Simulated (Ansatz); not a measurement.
As

Input file:

```
crystal:
  lattice:
    - [0.0, 2.1515446322, 2.1515446322]
    - [2.1515446322, 0.0, 2.1515446322]
    - [2.1515446322, 2.1515446322, 0.0]
  atoms:
    - { symbol: As, position: [0.0, 0.0, 0.0] }
hamiltonian:
  xc: pbesol
  pseudopotentials:
    kind: paw
    azcp:
      As: "pseudopotentials/As.paw.azcp"
basis:
  ecutwfc: 420
  fft_grid_basis: typed
kpoints:
  mp_grid: { grid: [15, 15, 15], shift: [0, 0, 0] }
magnetization:
  spin_polarized: false
scf:
  occupations: { method: fermi_dirac, width: 0.1 }
  lower_state_search: "off"
output:
  stress: true
  write_density: true
  write_potential: true
  elf: true
  volumetric_format: npy
```

Below, planes, directions and counts refer to the conventional cell (a = 4.30 Å, b = 4.30 Å, c = 4.30 Å, α = 90.00°, β = 90.00°, γ = 90.00°).

Space group Fm-3m; set up as As, fcc; a generated structure, not necessarily the stable one; changed on purpose from its base cell (volume × 1.08); computed pressure about −6 GPa in this cell; computed without spin polarisation.

Computed with Ansatz 0.2.0, DFT, PBEsol, plane waves (420 eV) with PAW, scalar-relativistic.

In a PAW calculation such maps are meaningful between the atoms, not at the nuclei.

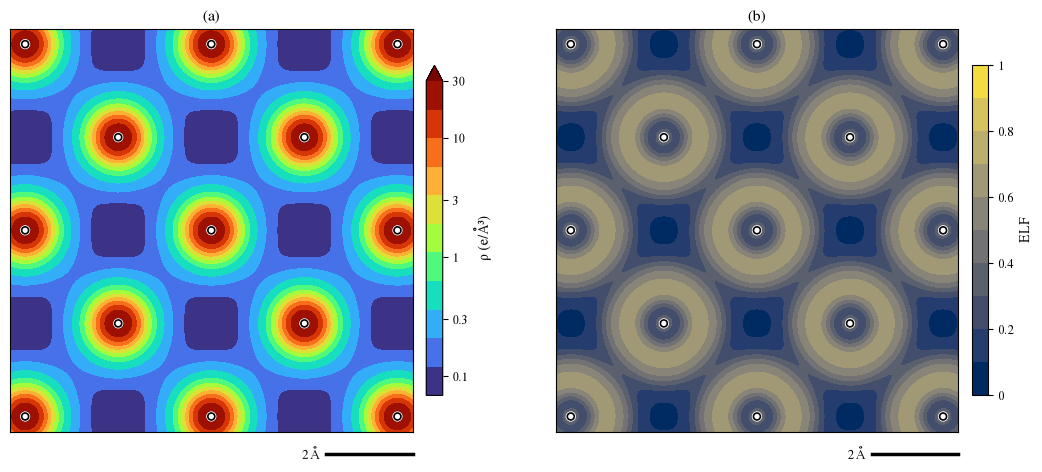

Figure 1. (a) valence pseudo-density; (b) electron localisation function on the (010) plane of the conventional cell. Circles mark the nuclei in the plane (As).

### Read the bonding off the picture.

The plane passes through As nuclei.
As–As (3.04 Å): ρ at the midpoint is about 0.19 e/Å³; the ELF is about 0.30 at the midpoint.
Between the atoms the lowest density in this plane is 0.07 e/Å³.

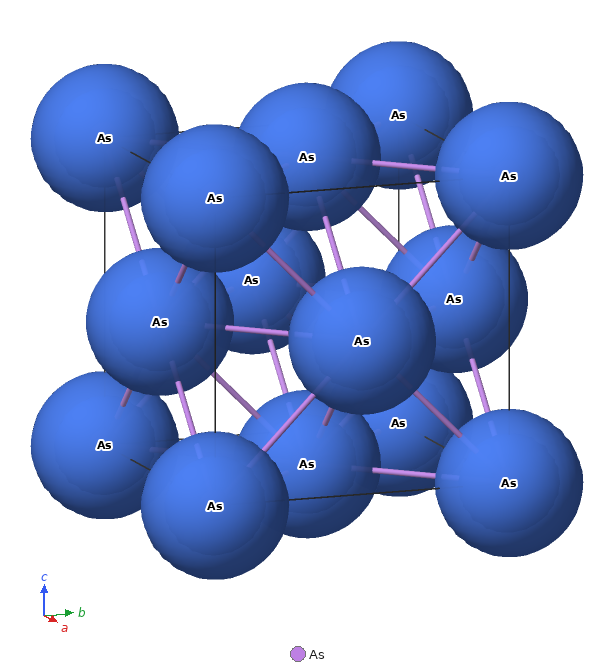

Figure 2. Isosurface of the electron localisation function at 0.6 (blue), seen slightly off an axis. Only the valence region is drawn (cores and ρ < 0.01 e/Å³ removed). Sticks mark near contacts.

### Where are the electrons localised?

At this value the surface marks out four regions wrapped around As (the valence shell of each), counted in one cell of 4 atoms. Any copies at cell faces, edges or corners count once.

### Metal or insulator at this level of theory?

It is metallic or semimetallic at this level of theory: no gap opens.
